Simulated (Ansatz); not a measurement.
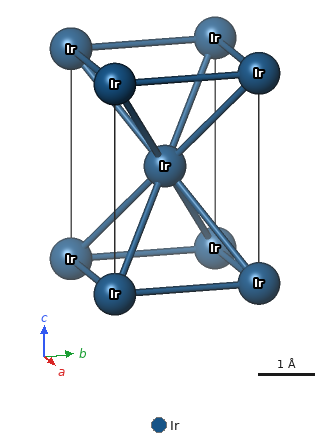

The input geometry (ball-and-stick view of the cell of the calculation, seen slightly off an axis). Near neighbours in the crystal (not all of them lie inside the picture): Ir has 12 Ir at 2.71 to 2.73 Å.

## Single-point calculation, with input and output: Ir

System: Ir (2 atoms in the cell).
Method: DFT, PBE, paw_fr, spin-orbit coupling (Ansatz 0.2.0).

The structure derives from a Materials Project entry.

Output:
```
Engine: ansatz 0.2.0, x86_64-unknown-linux-gnu
Pseudopotentials: kind: paw_fr
Pseudopotential: Ir, paw_fr, valence charge 17, recommended cutoff 420 eV (normal), Ir.paw.azcp#standard-fr
Functional definition: PBE
  parameter kappa = 0.804
  parameter beta = 0.06672455060314922
  exchange = pbe_x(kappa = kappa, mu = beta*pi^2/3)
  correlation = pbe_c(beta = beta)
non-collinear run that drives no moment, with spin-orbit: no starting moment large enough to seed its density (crystal.atoms[].spin), no starting occupations that ask for one, no magnetisation constraint and no magnetic field, so the semilocal B_xc is pinned to zero
Crystal: 2 atoms, lattice volume = 28.642 Å³
Basis set: ecut = 420 eV, 569 PW (Γ), exchange–correlation on 40×40×54 points (8 copies of the dense FFT grid, shifted against one another)
Bands: 42, of which v1, the nominal top of the filled ones, is band 34 counted from 1 (33 counted from 0)
Symmetry: 32 space group operations + 32 with time reversal
Magnetic group: BNS 139.532 (UNI 1192), of the structure as read, at distance tolerance 3.1e-5 Å
k-points: 440 of 4536
Projection manifold: j_resolved (fully-relativistic pseudo-atomic orbitals)
Non-local potential: Ir, projectors of the file, l = 0: 3, l = 1: 4, l = 2: 4, l = 3: 2
PAW form: soft (Blöchl's): semilocal exchange-correlation on the pseudo side does not see the compensation charge
PAW one-centre angular grid: Ir, 590 points (default); XC on 64 Gauss nodes
Initial density: superposition of atomic densities (chi_scale 0.1, normalization cell)
Initial wavefunctions: pseudopotential atomic-orbital guess
Functional: x = pbe(κ = 0.804, μ = 0.2195149727645171), c = pbe(β = 0.06672455060314922)
SCF iter   1: F=—  HF=-23934.496370 eV  |F-HF|=—  |Δ(HF+E_count)|=         —  Δρ=4.78e-2  dr2=4.58e-1  dr2_m=0.00e0 (ungated)  ethr=3.10e-3  |M|=0.00e0 ∫|m|=0.00e0 μB  |m|>n=0.0e0 m-floor=0.0e0 τ_xc=0.0e0  β_m=0.30  ⟨swp⟩=6.6  Hψ=39513  notcnv=0  defer=34
preconditioner: auto → none  [metal: Δε(μ)=0.003 eV  Ē_g=8.049 eV  σ=0.100 eV  W_gap=0.02  n_scr=6 (ndim 8)  ℏωp=29.4 eV  f_vac=0.000  D(μ)=1.68/eV (n_scr^D=16)  sad-step TF]
SCF iter   2: F=—  HF=-23934.417677 eV  |F-HF|=—  |Δ(HF+E_count)|=   7.87e-2  Δρ=3.44e-2  dr2=2.30e-1  dr2_m=0.00e0 (ungated)  ethr=1.35e-3  |M|=0.00e0 ∫|m|=0.00e0 μB  |m|>n=0.0e0 m-floor=0.0e0 τ_xc=0.0e0  β_m=0.65  ⟨swp⟩=2.0  Hψ=12006  notcnv=0  defer=338
SCF iter   3: F=—  HF=-23934.345562 eV  |F-HF|=—  |Δ(HF+E_count)|=   7.21e-2  Δρ=2.93e-3  dr2=9.78e-4  dr2_m=0.00e0 (ungated)  ethr=6.77e-4  |M|=0.00e0 ∫|m|=0.00e0 μB  |m|>n=0.0e0 m-floor=0.0e0 τ_xc=0.0e0  β_m=0.80  ⟨swp⟩=2.1  Hψ=14096  notcnv=0  defer=760
SCF iter   4: F=—  HF=-23934.346193 eV  |F-HF|=—  |Δ(HF+E_count)|=   6.31e-4  Δρ=8.42e-4  dr2=1.87e-4  dr2_m=0.00e0 (ungated)  ethr=2.88e-6  |M|=0.00e0 ∫|m|=0.00e0 μB  |m|>n=0.0e0 m-floor=0.0e0 τ_xc=0.0e0  β_m=0.72  ⟨swp⟩=2.0  Hψ=15702  notcnv=0  defer=782
SCF iter   5: F=—  HF=-23934.346134 eV  |F-HF|=—  |Δ(HF+E_count)|=   5.96e-5  Δρ=6.42e-5  dr2=7.87e-7  dr2_m=0.00e0 (ungated)  ethr=5.51e-7  |M|=0.00e0 ∫|m|=0.00e0 μB  |m|>n=0.0e0 m-floor=0.0e0 τ_xc=0.0e0  β_m=0.82  ⟨swp⟩=2.1  Hψ=12883  notcnv=0  defer=782
SCF iter   6: F=—  HF=-23934.346131 eV  |F-HF|=—  |Δ(HF+E_count)|=   2.54e-6  Δρ=7.41e-6  dr2=1.16e-8  dr2_m=0.00e0 (ungated)  ethr=2.94e-10  |M|=0.00e0 ∫|m|=0.00e0 μB  |m|>n=0.0e0 m-floor=0.0e0 τ_xc=0.0e0  β_m=0.89  ⟨swp⟩=8.4  Hψ=38628  notcnv=0
SCF iter   7: F=-23934.346131 eV  HF=-23934.346131 eV  |F-HF|=2.55e-11  |Δ(HF+E_count)|=   2.29e-9  Δρ=4.41e-7  dr2=3.22e-11  dr2_m=0.00e0 (ungated)  ethr=3.41e-11  |M|=0.00e0 ∫|m|=0.00e0 μB  |m|>n=0.0e0 m-floor=0.0e0 τ_xc=0.0e0  ⟨swp⟩=1.6  Hψ=24145  notcnv=0
SCF 1 converged in 7 iterations: F = -23934.346131 eV  dr2 = 3.22e-11
  greatest PAW one-centre occupation: 1.000 electrons in one spin orbital (limit 2), on the Ir atom at site 1 (counted from 0), in its partial waves of l = 0
SCF converged after 7 iterations
Magnetization: |M| = 0.0000 μB,  M = (+0.0000, +0.0000, +0.0000) μB
Absolute magnetization: 0.0000 μB (∫|m|)
  site 0: m = (+0.0000, +0.0000, +0.0000) μB, |m| = 0.0000 μB  (R = 1.12 Å)
  site 1: m = (+0.0000, +0.0000, +0.0000) μB, |m| = 0.0000 μB  (R = 1.12 Å)
Free energy (F): -23934.346131 eV
Harris-Foulkes:  -23934.346131 eV  (|F-HF|=2.55e-11)
Internal energy: -23934.337372 eV  (E = F + TS)
E sigma→0 (E₀):  -23934.341752 eV
Entropy (-TS):   -0.008759 eV (-4.379 meV/atom)
Fermi energy:    25.520807 eV
--- Per-component energies (eV) ---
  E_band       = -185.047522
  E_kinetic    = 1244.577968
  E_local      = -2149.452010  (includes V_loc(G=0)·N_el)
  E_nonlocal   = 128.755328
  E_hartree    = 824.542965
  E_xc         = -535.720076
  E_vxc        = -600.147505  (∫ρ·V_xc dr)
  E_paw        = -18497.533890  (= ΣΔE_a)
  E_vpaw       = -457.867522  (= ΣTr[D̂ρ^β])
  E_aug_tail   = 0.000120  (compensation charges beyond the density's cutoff)
  E_ewald      = -4949.507777
  E_smearing   = -0.008759  (= −TS)
  E_closure    = 0.000000  (closes the sum)
  Σ components = -23934.346131   (vs F -23934.346131, Δ=0.00e0)
--- Forces (eV/Å), atoms counted from 1 ---
  atom   1  Ir     0.00000000    -0.00000000     0.00000000
  atom   2  Ir     0.00000000    -0.00000000     0.00000000
  max |Σ_I F_I| component: 1.06e-28 eV/Å
--- Stress (GPa, compression-positive) ---
        7.215887      -0.000000       0.000000
        0.000000       7.215887       0.000000
        0.000000       0.000000       0.915490
  P = ⅓ Tr σ = 5.1158 GPa (51.158 kbar)
--- Band table (eV; the first three rows and the last of 440) ---
  k-point 0: bands = ["-67.1836", "-67.1836", "-67.1032", "-67.1032", "-34.0833", "-34.0833", "-33.8566", "-33.8566", "-20.8233", "-20.8233", "-20.4382", "-20.4382", "-20.1139", "-20.1139", "-20.1040", "-20.1040", "14.4648", "14.4648", "17.6331", "17.6331", "18.2168", "18.2168", "21.2070", "21.2070", "21.3591", "21.3591", "22.1361", "22.1361", "24.2874", "24.2874", "24.5784", "24.5784", "26.1863", "26.1863", "26.5844", "26.5844", "26.6336", "26.6336", "27.4847", "27.4847", "35.5674", "35.5674"]
  k-point 1: bands = ["-67.1826", "-67.1826", "-67.1042", "-67.1042", "-34.0805", "-34.0805", "-33.8595", "-33.8595", "-20.8151", "-20.8151", "-20.4341", "-20.4341", "-20.1235", "-20.1235", "-20.1083", "-20.1083", "14.5384", "14.5384", "17.6635", "17.6635", "18.2478", "18.2478", "21.1751", "21.1751", "21.3944", "21.3944", "22.1579", "22.1579", "24.2250", "24.2250", "24.5975", "24.5975", "26.1469", "26.1469", "26.1700", "26.1700", "26.6376", "26.6376", "27.3749", "27.3749", "35.7812", "35.7812"]
  k-point 2: bands = ["-67.1796", "-67.1796", "-67.1072", "-67.1072", "-34.0722", "-34.0722", "-33.8680", "-33.8680", "-20.7906", "-20.7906", "-20.4219", "-20.4219", "-20.1518", "-20.1518", "-20.1209", "-20.1209", "14.7565", "14.7565", "17.7476", "17.7476", "18.3401", "18.3401", "21.0675", "21.0675", "21.4979", "21.4979", "22.2398", "22.2398", "24.0474", "24.0474", "24.6550", "24.6550", "25.3881", "25.3881", "26.0242", "26.0242", "26.3417", "26.3417", "27.0796", "27.0796", "36.3795", "36.3795"]
  k-point 439: bands = ["-67.0978", "-67.0978", "-67.0978", "-67.0978", "-34.0946", "-34.0946", "-34.0946", "-34.0946", "-20.7550", "-20.7550", "-20.7550", "-20.7550", "-20.5657", "-20.5657", "-20.5657", "-20.5657", "19.1930", "19.1930", "19.1930", "19.1930", "20.5515", "20.5515", "20.5515", "20.5515", "20.6316", "20.6316", "20.6316", "20.6316", "23.7225", "23.7225", "23.7225", "23.7225", "27.0893", "27.0893", "27.0893", "27.0893", "33.5134", "33.5134", "33.5134", "33.5134", "33.7067", "33.7067"]
```

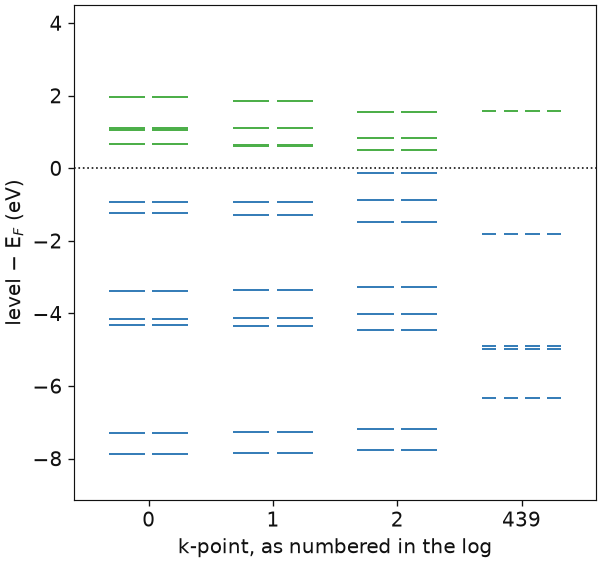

Kohn–Sham levels near the Fermi level (dotted) at the few k-points that the log prints; levels within 0.02 eV of each other stand side by side. The system is metallic on the full mesh.

The run was set up as follows.

Input file:
```yaml
crystal:
  lattice:
    - [1.9159730469, 1.9159730469, 0.0]
    - [-1.9159730469, 1.9159730469, 0.0]
    - [0.0, 0.0, 3.901178279]
  atoms:
    - { symbol: Ir, position: [0.0, 0.0, 0.0] }
    - { symbol: Ir, position: [0.5, 0.5, 0.5] }
basis:
  ecutwfc: 420
  ecutrho_ratio: 4
kpoints:
  mp_grid: { grid: [18, 18, 14] }
hamiltonian:
  xc: pbe
  pseudopotentials: { kind: paw_fr }
scf:
  occupations: { method: gaussian, width: 0.1 }
output:
  forces: true
  eigenvalues: true
  stress: true
magnetization:
  noncollinear: true
  spin_orbit: true
```

Launched with:
```bash
ansatz run input.yaml --threads 1 --pin off --max-ram 2560MiB --backend cpu --events-out ev --progress --plain --runs-dir out
```

Key numbers:

| quantity | value |
| --- | --- |
| outcome | converged |
| space group (tolerance 0.01 Å) | I4/mmm (139) |
| electrons treated | 34 |
| free energy | −23934.3461 eV |
| Fermi energy | 25.521 eV |
| gap on the k-point mesh | none (metallic) |
| net moment of the cell | 0.00 μB |
| integrated absolute moment | 0.00 μB |
| pressure | 5.12 GPa |
| largest force (length of the vector) | under 0.001 eV/Å |
| hardware | 1 thread of AMD EPYC (Zen 3), 32 GiB of memory available, shared host |
| wall time | 43 s |
| peak memory | 0.97 GiB |

Notes:

Settings chosen away from the usual ones: basis.ecutrho_ratio set to 4; hamiltonian.pseudopotentials set to {"kind": "paw_fr"}; magnetization set to {"noncollinear": true, "spin_orbit": true}.
